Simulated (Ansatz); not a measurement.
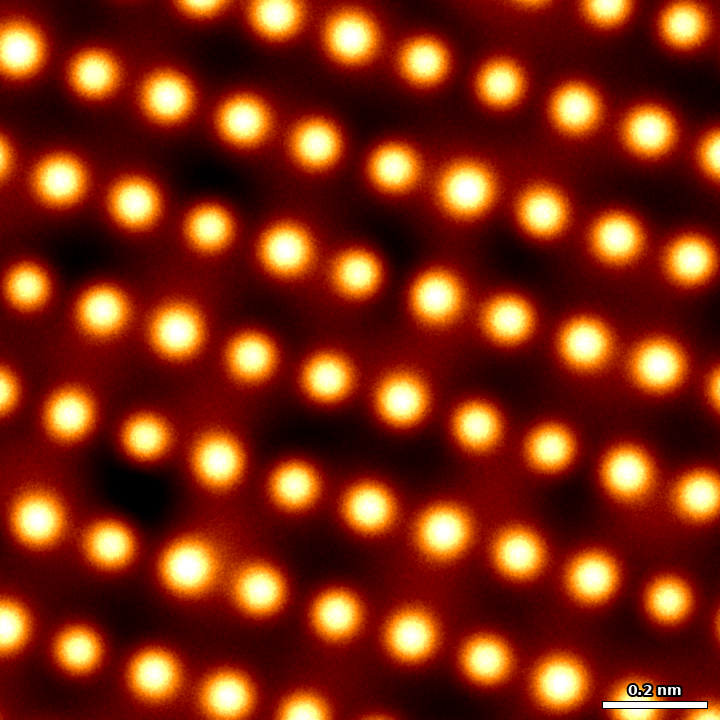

Z-contrast image of Ir (Im-3m, No. 229). Simulation: incoherent imaging, intensity Z^1.7 per atom, probe width 0.74 Å, thin sample. The probe carries 25 % of its weight in a tail 2.5 times as wide. Shot noise and the speckle of an amorphous layer were added. Structure used: the input geometry of a calculation; the starting structure was generated, so it need not be a known form of this composition.

```cif
data_structure
_symmetry_space_group_name_H-M 'P 1'
_symmetry_Int_Tables_number 1
_cell_length_a 3.0478
_cell_length_b 3.0478
_cell_length_c 3.0478
_cell_angle_alpha 90.000
_cell_angle_beta 90.000
_cell_angle_gamma 90.000
_cell_volume 28.31
loop_
_atom_site_label
_atom_site_type_symbol
_atom_site_fract_x
_atom_site_fract_y
_atom_site_fract_z
_atom_site_occupancy
Ir1 Ir 0.00000 0.00000 0.00000 1
Ir2 Ir 0.50000 0.50000 0.50000 1
```

Question: Which beam direction gives this image, [001], [211], [111] or [110]? (Directions equivalent by symmetry count as one.)

Answer: [110]. The projected cells are 2.16 × 2.16 Å, 90° for [001]; 0.88 × 2.16 Å, 90° for [211]; 2.49 × 2.49 Å, 120° for [111]; 1.52 × 2.16 Å, 90° for [110], and the image repeats as the [110] one does.
